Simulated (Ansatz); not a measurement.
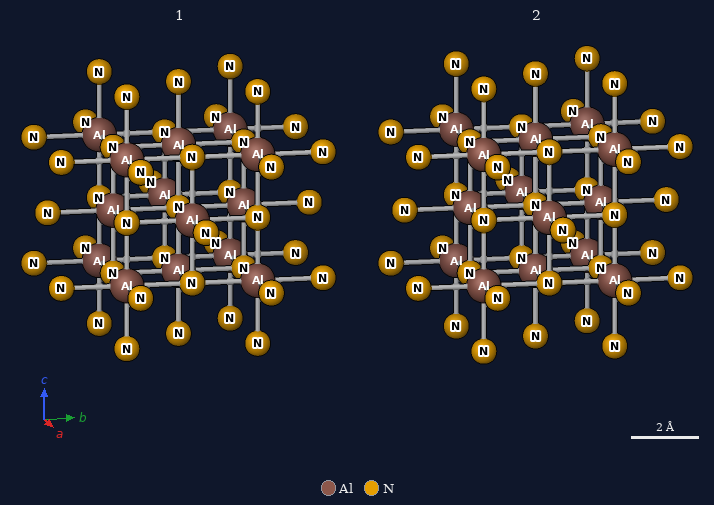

Two geometries of solid AlN (built on the rocksalt type) at its r2SCAN-relaxed geometry: one is the relaxed structure, the other was perturbed away from it. A ball-and-stick model of the conventional cell (4 times the calculation's cell), seen slightly off an axis. Lengths and directions refer to the drawn axes.

Theory: DFT, r2SCAN, plane waves, PAW (Ansatz 0.2.0). Settings: plane-wave cutoff 500 eV; k-point mesh 10 × 10 × 10; occupations fixed; no spin polarisation.

### Which is the distorted one, and what does the distortion cost?

Structure 1 is the perturbed one. The cell is strained by −4.0 % along c and none across it (volume −4.0 %). The atoms were relaxed with r2SCAN under that strain, and this is a single point on that geometry. Some distances before and after: Al–N 2.019 → 1.938 to 2.019 Å. The space group (tolerance 0.01 Å) goes from Fm-3m (No. 225) to I4/mmm (No. 139). The energy rises by 22.6 meV per atom. The pressure goes from 0.0 to 13.2 GPa. The principal stresses (compression positive) are 23.8 GPa along c and 7.9 GPa across it. All forces vanish by symmetry. The band gap: 5.52 eV before, 5.57 eV after.
